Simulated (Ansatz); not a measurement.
## Geometry relaxation of TiC (part 3 of 3)

TiC (slab, 32 atoms in the cell); DFT PBE+D3(BJ), scalar-relativistic, plane waves, PAW, no spin polarisation (Ansatz 0.2.0); cutoff 420 eV, 3×3×1 k-mesh, Gaussian smearing of 0.1 eV. The structure derives from an entry of the Crystallography Open Database. The input holds or restrains some coordinates. Forces given for the steps count only the free coordinates. It belongs to a series of runs on one base structure; here: clean slab, lower planes held.

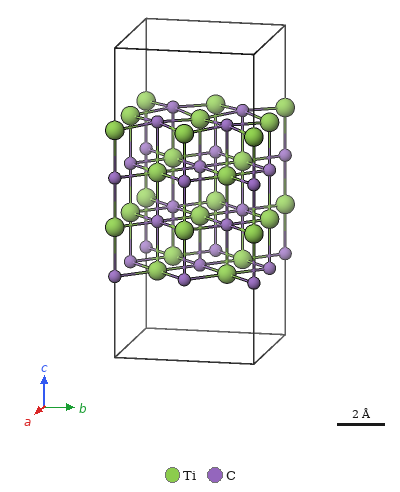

**Figure 1.** The geometry at step 3 of the log (ball-and-stick view of the cell of the calculation, with the vacuum cut short, seen slightly off an axis).

Log, continued
```
  k-point 0: bands = ["-53.3180", "-53.2835", "-53.2835", "-53.2568", "-53.2408", "-53.1852", "-53.1852", "-53.1832", "-53.1826", "-53.1826", "-53.1575", "-53.1549", "-53.0838", "-53.0649", "-53.0649", "-53.0381", "-29.8485", "-29.8485", "-29.8311", "-29.8113", "-29.8113", "-29.7318", "-29.7318", "-29.7183", "-29.6965", "-29.6940", "-29.6940", "-29.6606", "-29.6606", "-29.6271", "-29.6271", "-29.5266", "-29.5214", "-29.5214", "-29.5172", "-29.5172", "-29.5145", "-29.4933", "-29.4933", "-29.4800", "-29.4676", "-29.4473", "-29.4473", "-29.3805", "-29.3805", "-29.3780", "-29.3780", "-29.3608", "-29.3608", "-29.3467", "-29.3420", "-29.3420", "-29.3354", "-29.3354", "-29.3292", "-29.3292", "-29.3181", "-29.3181", "-29.3111", "-29.3111", "-29.1423", "-29.1423", "-29.1157", "-29.1157", "-8.8739", "-7.8838", "-7.0055", "-6.8463", "-6.7537", "-6.7255", "-6.2002", "-6.2002", "-6.1684", "-6.1684", "-6.0804", "-5.9126", "-5.4397", "-5.4397", "-5.2656", "-5.2656", "-2.1925", "-2.1925", "-2.1086", "-2.1086", "-1.2518", "-1.2518", "-1.0841", "-1.0841", "-0.3369", "-0.1374", "-0.1374", "0.1812", "0.2487", "0.2487", "0.3473", "0.3473", "0.3818", "0.3818", "0.4452", "0.4452", "0.4472", "0.4472", "0.8271", "0.8271", "0.8488", "0.8488", "0.9454", "0.9454", "1.0244", "1.0244", "1.0591", "1.0591", "1.1736", "1.2325", "1.2967", "1.7387", "2.2611", "2.2697", "2.2697", "2.4228", "2.8393", "2.8393", "2.9950", "2.9950", "3.0736", "3.0736", "3.1559", "3.2185", "3.3716", "3.6405", "3.6405", "3.7937", "4.5420", "4.5902", "4.5902", "4.8986", "4.8986", "5.0232", "5.0232", "5.1074", "5.4580", "5.4786", "5.4786", "5.5697", "5.5697", "5.6172", "5.6172", "5.6658", "5.6658", "5.8265", "6.0216", "6.0216", "6.0583", "6.1228", "6.1228", "6.1314", "6.2653", "6.2653", "6.2890", "6.2890"]
  k-point 1: bands = ["-53.3094", "-53.2922", "-53.2769", "-53.2635", "-53.2302", "-53.2058", "-53.1799", "-53.1783", "-53.1761", "-53.1757", "-53.1644", "-53.1618", "-53.0790", "-53.0696", "-53.0582", "-53.0448", "-29.8232", "-29.8224", "-29.8177", "-29.7790", "-29.7670", "-29.7366", "-29.7196", "-29.6959", "-29.6958", "-29.6822", "-29.6667", "-29.6663", "-29.6495", "-29.5941", "-29.5936", "-29.5793", "-29.5348", "-29.5225", "-29.5223", "-29.5218", "-29.4986", "-29.4901", "-29.4755", "-29.4462", "-29.4422", "-29.4356", "-29.4340", "-29.4277", "-29.4078", "-29.4010", "-29.3892", "-29.3850", "-29.3816", "-29.3799", "-29.3775", "-29.3692", "-29.3467", "-29.3464", "-29.3360", "-29.3232", "-29.3118", "-29.3091", "-29.3034", "-29.2838", "-29.2011", "-29.1809", "-29.1357", "-29.1223", "-8.4572", "-7.4904", "-7.3665", "-6.6490", "-6.6123", "-6.5837", "-6.5308", "-6.4923", "-6.3334", "-6.3032", "-5.9240", "-5.9088", "-5.7551", "-5.7322", "-5.6029", "-5.4308", "-1.7479", "-1.6890", "-1.4009", "-1.3860", "-0.9031", "-0.7403", "-0.6810", "-0.6728", "-0.4605", "-0.3852", "-0.2278", "-0.0756", "-0.0755", "0.0254", "0.4059", "0.4420", "0.4590", "0.5321", "0.6422", "0.6515", "0.6856", "0.7292", "0.7816", "0.7881", "0.8391", "0.8740", "1.0930", "1.1156", "1.1677", "1.1743", "1.2937", "1.3217", "1.3568", "1.3934", "1.4171", "1.4364", "1.5324", "1.6953", "1.7285", "1.8113", "1.9668", "1.9884", "2.0556", "2.1194", "2.2068", "2.3517", "2.6181", "2.8863", "3.7370", "3.7915", "4.0572", "4.2231", "4.3512", "4.5903", "4.6173", "4.6323", "4.6586", "4.9867", "5.0038", "5.0758", "5.1074", "5.1594", "5.2610", "5.3358", "5.4267", "5.5480", "5.6203", "5.6322", "5.6708", "5.6881", "6.0966", "6.1191", "6.1250", "6.1671", "6.1884", "6.2015", "6.2509", "6.2902", "6.3069", "6.3560"]
  k-point 2: bands = ["-53.3013", "-53.2850", "-53.2850", "-53.2707", "-53.2200", "-53.1970", "-53.1970", "-53.1777", "-53.1761", "-53.1711", "-53.1711", "-53.1625", "-53.0738", "-53.0634", "-53.0634", "-53.0510", "-29.8050", "-29.8019", "-29.8019", "-29.7667", "-29.7119", "-29.7119", "-29.6800", "-29.6769", "-29.6721", "-29.6721", "-29.6612", "-29.6119", "-29.6114", "-29.5924", "-29.5898", "-29.5898", "-29.5656", "-29.5485", "-29.5485", "-29.5190", "-29.4750", "-29.4655", "-29.4595", "-29.4572", "-29.4572", "-29.4437", "-29.4423", "-29.4402", "-29.4342", "-29.4342", "-29.4144", "-29.4144", "-29.3983", "-29.3779", "-29.3779", "-29.3625", "-29.3622", "-29.3622", "-29.3541", "-29.3458", "-29.3070", "-29.2912", "-29.2865", "-29.2865", "-29.1978", "-29.1931", "-29.1859", "-29.1859", "-8.0989", "-7.2038", "-7.2038", "-7.1610", "-6.8804", "-6.4022", "-6.4022", "-6.3876", "-6.3838", "-6.2918", "-5.9516", "-5.9355", "-5.9355", "-5.7147", "-5.7044", "-5.7044", "-1.2246", "-1.2246", "-1.1402", "-1.1402", "-0.9187", "-0.7929", "-0.5394", "-0.3397", "-0.3397", "-0.2931", "-0.2145", "-0.2145", "-0.1950", "-0.0553", "0.3777", "0.4540", "0.4540", "0.5711", "0.5711", "0.5764", "0.6466", "0.6864", "0.7443", "0.7443", "0.8206", "0.8206", "1.0545", "1.0750", "1.1063", "1.1350", "1.1402", "1.1801", "1.2069", "1.2069", "1.3395", "1.3482", "1.3482", "1.5633", "1.6114", "1.7144", "1.7144", "1.8375", "1.9215", "1.9215", "2.1132", "2.2483", "2.3881", "2.6432", "3.0609", "3.8261", "3.9086", "3.9086", "4.7198", "4.8003", "4.8789", "4.8789", "4.9001", "4.9357", "4.9381", "5.1974", "5.4849", "5.4849", "5.7364", "5.7392", "5.7392", "5.7758", "5.8175", "5.8175", "5.8736", "5.9367", "5.9461", "5.9474", "6.0993", "6.0993", "6.1384", "6.1384", "6.2692", "6.2692", "6.4472", "6.4695"]
--- Relaxed structure (5 steps of the walk, 5 accepted, 0 SCFs on fresh bases) ---
  F+E_penalty+E_count = -44039.37357199 eV   max|allowed force component| = 1.363e-2 eV/Å
  atoms:
    - { symbol: Ti, position: [0.24999999999999997, 0.24999999999999997, 0.35655780969999995] }
    - { symbol: Ti, position: [0.24999999999999997, 0.75, 0.35655780969999995] }
    - { symbol: Ti, position: [0.75, 0.24999999999999997, 0.35655780969999995] }
    - { symbol: Ti, position: [0.75, 0.75, 0.35655780969999995] }
    - { symbol: C, position: [0.49999999999999994, 0.49999999999999994, 0.35655780969999995] }
    - { symbol: C, position: [0.49999999999999994, 0.0, 0.35655780969999995] }
    - { symbol: C, position: [0.0, 0.49999999999999994, 0.35655780969999995] }
    - { symbol: C, position: [0.0, 0.0, 0.35655780969999995] }
    - { symbol: Ti, position: [0.49999999999999994, 0.49999999999999994, 0.45218593659999995] }
    - { symbol: Ti, position: [0.49999999999999994, 0.0, 0.45218593659999995] }
    - { symbol: Ti, position: [0.0, 0.49999999999999994, 0.45218593659999995] }
    - { symbol: Ti, position: [0.0, 0.0, 0.45218593659999995] }
    - { symbol: C, position: [0.75, 0.75, 0.45218593659999995] }
    - { symbol: C, position: [0.75, 0.24999999999999997, 0.45218593659999995] }
    - { symbol: C, position: [0.24999999999999997, 0.75, 0.45218593659999995] }
    - { symbol: C, position: [0.24999999999999997, 0.24999999999999997, 0.45218593659999995] }
    - { symbol: Ti, position: [0.75, 0.75, 0.5468691859541387] }
    - { symbol: Ti, position: [0.75, 0.24999999999999997, 0.5468691859541387] }
    - { symbol: Ti, position: [0.24999999999999997, 0.75, 0.5468691859541387] }
    - { symbol: Ti, position: [0.24999999999999997, 0.24999999999999997, 0.5468691859541387] }
    - { symbol: C, position: [-2.479361422448728e-36, 1.9834891379589826e-36, 0.5476255666083237] }
    - { symbol: C, position: [2.5041550366732157e-35, 0.49999999999999994, 0.5476255666083237] }
    - { symbol: C, position: [0.49999999999999994, -7.748004445152276e-37, 0.5476255666083237] }
    - { symbol: C, position: [0.49999999999999994, 0.49999999999999994, 0.5476255666083237] }
    - { symbol: Ti, position: [1.7851402241630843e-34, 1.2297632655345693e-34, 0.6402363863996519] }
    - { symbol: Ti, position: [8.05296590011347e-34, 0.49999999999999994, 0.6402363863996519] }
    - { symbol: Ti, position: [0.49999999999999994, 1.3884423965712878e-34, 0.6402363863996519] }
    - { symbol: Ti, position: [0.49999999999999994, 0.49999999999999994, 0.6402363863996519] }
    - { symbol: C, position: [0.24999999999999997, 0.24999999999999997, 0.6458485911739372] }
    - { symbol: C, position: [0.24999999999999997, 0.75, 0.6458485911739372] }
    - { symbol: C, position: [0.75, 0.24999999999999997, 0.6458485911739372] }
    - { symbol: C, position: [0.75, 0.75, 0.6458485911739372] }
```

Trajectory as extended XYZ (Å, eV, eV/Å), 3 of the 5 frames kept, from step=1 to step=5
```
32
Lattice="6.0686 0.0000 0.0000 0.0000 6.0686 0.0000 0.0000 0.0000 22.4368" Properties=species:S:1:pos:R:3:forces:R:3 step=1 energy=-44039.02712
Ti    1.5172    1.5172    8.0000    0.0000   0.0000   1.4348
Ti    1.5172    4.5515    8.0000    0.0000   0.0000   1.4348
Ti    4.5515    1.5172    8.0000    0.0000   0.0000   1.4348
Ti    4.5515    4.5515    8.0000    0.0000   0.0000   1.4348
C     3.0343    3.0343    8.0000    0.0000   0.0000  -1.1129
C     3.0343    0.0000    8.0000    0.0000   0.0000  -1.1129
C     0.0000    3.0343    8.0000    0.0000   0.0000  -1.1129
C     0.0000    0.0000    8.0000    0.0000   0.0000  -1.1129
Ti    3.0343    3.0343   10.1456    0.0000   0.0000   0.2678
Ti    3.0343    0.0000   10.1456    0.0000   0.0000   0.2678
Ti    0.0000    3.0343   10.1456    0.0000   0.0000   0.2678
Ti    0.0000    0.0000   10.1456    0.0000   0.0000   0.2678
C     4.5515    4.5515   10.1456    0.0000   0.0000  -0.4472
C     4.5515    1.5172   10.1456    0.0000   0.0000  -0.4472
C     1.5172    4.5515   10.1456    0.0000   0.0000  -0.4472
C     1.5172    1.5172   10.1456    0.0000   0.0000  -0.4472
Ti    4.5515    4.5515   12.2912    0.0000   0.0000  -0.2678
Ti    4.5515    1.5172   12.2912    0.0000   0.0000  -0.2678
Ti    1.5172    4.5515   12.2912    0.0000   0.0000  -0.2678
Ti    1.5172    1.5172   12.2912    0.0000   0.0000  -0.2678
C     0.0000    0.0000   12.2912    0.0000   0.0000   0.4472
C     0.0000    3.0343   12.2912    0.0000   0.0000   0.4472
C     3.0343    0.0000   12.2912    0.0000   0.0000   0.4472
C     3.0343    3.0343   12.2912    0.0000   0.0000   0.4472
Ti    0.0000    0.0000   14.4368    0.0000   0.0000  -1.4348
Ti    0.0000    3.0343   14.4368    0.0000   0.0000  -1.4348
Ti    3.0343    0.0000   14.4368    0.0000   0.0000  -1.4348
Ti    3.0343    3.0343   14.4368    0.0000   0.0000  -1.4348
C     1.5172    1.5172   14.4368    0.0000   0.0000   1.1129
C     1.5172    4.5515   14.4368    0.0000   0.0000   1.1129
C     4.5515    1.5172   14.4368    0.0000   0.0000   1.1129
C     4.5515    4.5515   14.4368    0.0000   0.0000   1.1129
32
Lattice="6.0686 0.0000 0.0000 0.0000 6.0686 0.0000 0.0000 0.0000 22.4368" Properties=species:S:1:pos:R:3:forces:R:3 step=3 energy=-44039.37061
Ti    1.5172    1.5172    8.0000    0.0000   0.0000   1.5173
Ti    1.5172    4.5515    8.0000    0.0000   0.0000   1.5173
Ti    4.5515    1.5172    8.0000    0.0000   0.0000   1.5173
Ti    4.5515    4.5515    8.0000    0.0000   0.0000   1.5173
C     3.0343    3.0343    8.0000    0.0000   0.0000  -1.2193
C     3.0343    0.0000    8.0000    0.0000   0.0000  -1.2193
C     0.0000    3.0343    8.0000    0.0000   0.0000  -1.2193
C     0.0000    0.0000    8.0000    0.0000   0.0000  -1.2193
Ti    3.0343    3.0343   10.1456    0.0000   0.0000   0.1574
Ti    3.0343    0.0000   10.1456    0.0000   0.0000   0.1574
Ti    0.0000    3.0343   10.1456    0.0000   0.0000   0.1574
Ti    0.0000    0.0000   10.1456    0.0000   0.0000   0.1574
C     4.5515    4.5515   10.1456    0.0000   0.0000  -0.4365
C     4.5515    1.5172   10.1456    0.0000   0.0000  -0.4365
C     1.5172    4.5515   10.1456    0.0000   0.0000  -0.4365
C     1.5172    1.5172   10.1456    0.0000   0.0000  -0.4365
Ti    4.5515    4.5515   12.2768    0.0000   0.0000  -0.1513
Ti    4.5515    1.5172   12.2768    0.0000   0.0000  -0.1513
Ti    1.5172    4.5515   12.2768    0.0000   0.0000  -0.1513
Ti    1.5172    1.5172   12.2768    0.0000   0.0000  -0.1513
C     0.0000    0.0000   12.2835    0.0000   0.0000   0.0776
C     0.0000    3.0343   12.2835    0.0000   0.0000   0.0776
C     3.0343    0.0000   12.2835    0.0000   0.0000   0.0776
C     3.0343    3.0343   12.2835    0.0000   0.0000   0.0776
Ti    0.0000    0.0000   14.3622    0.0000   0.0000   0.0028
Ti    0.0000    3.0343   14.3622    0.0000   0.0000   0.0028
Ti    3.0343    0.0000   14.3622    0.0000   0.0000   0.0028
Ti    3.0343    3.0343   14.3622    0.0000   0.0000   0.0028
C     1.5172    1.5172   14.4841    0.0000   0.0000   0.0522
C     1.5172    4.5515   14.4841    0.0000   0.0000   0.0522
C     4.5515    1.5172   14.4841    0.0000   0.0000   0.0522
C     4.5515    4.5515   14.4841    0.0000   0.0000   0.0522
32
Lattice="6.0686 0.0000 0.0000 0.0000 6.0686 0.0000 0.0000 0.0000 22.4368" Properties=species:S:1:pos:R:3:forces:R:3 step=5 energy=-44039.37357
Ti    1.5172    1.5172    8.0000    0.0000   0.0000   1.5145
Ti    1.5172    4.5515    8.0000    0.0000   0.0000   1.5145
Ti    4.5515    1.5172    8.0000    0.0000   0.0000   1.5145
Ti    4.5515    4.5515    8.0000    0.0000   0.0000   1.5145
C     3.0343    3.0343    8.0000    0.0000   0.0000  -1.2125
C     3.0343    0.0000    8.0000    0.0000   0.0000  -1.2125
C     0.0000    3.0343    8.0000    0.0000   0.0000  -1.2125
C     0.0000    0.0000    8.0000    0.0000   0.0000  -1.2125
Ti    3.0343    3.0343   10.1456    0.0000   0.0000   0.1472
Ti    3.0343    0.0000   10.1456    0.0000   0.0000   0.1472
Ti    0.0000    3.0343   10.1456    0.0000   0.0000   0.1472
Ti    0.0000    0.0000   10.1456    0.0000   0.0000   0.1472
C     4.5515    4.5515   10.1456    0.0000   0.0000  -0.4571
C     4.5515    1.5172   10.1456    0.0000   0.0000  -0.4571
C     1.5172    4.5515   10.1456    0.0000   0.0000  -0.4571
C     1.5172    1.5172   10.1456    0.0000   0.0000  -0.4571
Ti    4.5515    4.5515   12.2700    0.0000   0.0000   0.0136
Ti    4.5515    1.5172   12.2700    0.0000   0.0000   0.0136
Ti    1.5172    4.5515   12.2700    0.0000   0.0000   0.0136
Ti    1.5172    1.5172   12.2700    0.0000   0.0000   0.0136
C     0.0000    0.0000   12.2869    0.0000   0.0000  -0.0058
C     0.0000    3.0343   12.2869    0.0000   0.0000  -0.0058
C     3.0343    0.0000   12.2869    0.0000   0.0000  -0.0058
C     3.0343    3.0343   12.2869    0.0000   0.0000  -0.0058
Ti    0.0000    0.0000   14.3648    0.0000   0.0000   0.0132
Ti    0.0000    3.0343   14.3648    0.0000   0.0000   0.0132
Ti    3.0343    0.0000   14.3648    0.0000   0.0000   0.0132
Ti    3.0343    3.0343   14.3648    0.0000   0.0000   0.0132
C     1.5172    1.5172   14.4907    0.0000   0.0000  -0.0132
C     1.5172    4.5515   14.4907    0.0000   0.0000  -0.0132
C     4.5515    1.5172   14.4907    0.0000   0.0000  -0.0132
C     4.5515    4.5515   14.4907    0.0000   0.0000  -0.0132
```

Results in brief

- outcome: converged under the restraints of the input
- electrons treated: 256
- free energy: −44039.3736 eV
- work function, top face: 4.56 eV
- work function, bottom face: 4.11 eV
- Fermi energy: 3.094 eV
- gap on the k-point mesh: none (metallic)
- final volume: 826.31 Å³
- work function (upper face): 4.56 eV
- largest force (length of the vector) at the end, held atoms and coordinates included: 1.514 eV/Å
- hardware: 4 threads of Arm Neoverse V1, 24 GiB of memory available, shared host
- wall time: 76 s (CPU time 4.9 min)
- peak memory: 1.9 GiB

Remarks

Warnings of the run: the exchange-correlation potential is rough where the density is thin.
